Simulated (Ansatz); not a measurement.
Structure (in its standard cell), the input geometry of an electronic-structure calculation (not necessarily at equilibrium); the starting structure was generated, so it need not be a known form of this composition:

Space group Fm-3m (No. 225). a = 3.551 Å, b = 3.551 Å, c = 3.551 Å, α = 90.00°, β = 90.00°, γ = 90.00°
```
atom  site  symmetry       x       y       z
  Co    4a      m-3m  0.0000  0.0000  0.0000
```

**What does the kinematic electron diffraction pattern along [001] look like at 200 kV (B = 0.5 Å²)?**

The spots form a square net with both shortest vectors at d = 1.78 Å, 90.0° apart. They are 2 0 0 and 0 2 0. The pattern has symmetry 4mm. The lattice centring (F) removes all reflections that break h + k = 2n, h + l = 2n.

Strongest reflections with d > 0.80 Å, one of each family (|F|² from tabulated Gaussian fits of the electron scattering factors, times a small damping for the curvature of the Ewald sphere):

| hkl | d (Å) | I (strongest = 100) |
| --- | --- | --- |
| 2 0 0 | 1.776 | 100 |
| 2 2 0 | 1.256 | 46 |
| 4 0 0 | 0.888 | 17 |

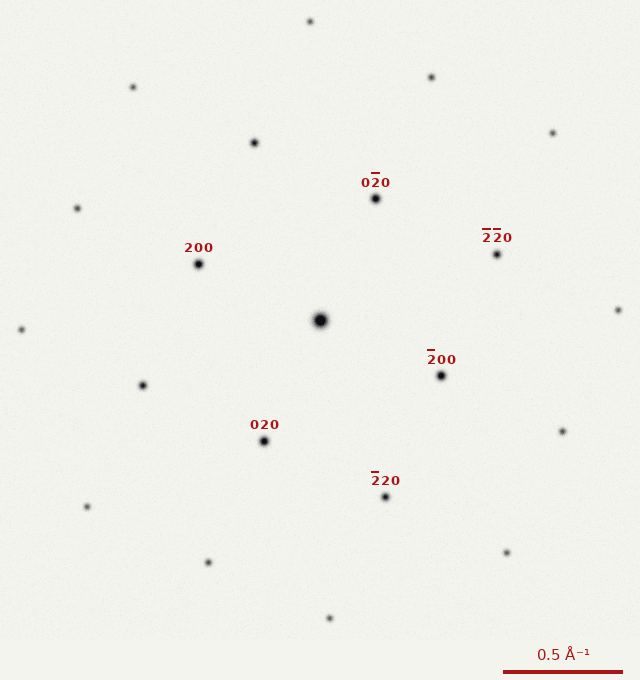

Calculated pattern, seen from the source side with [001] pointing towards the source.
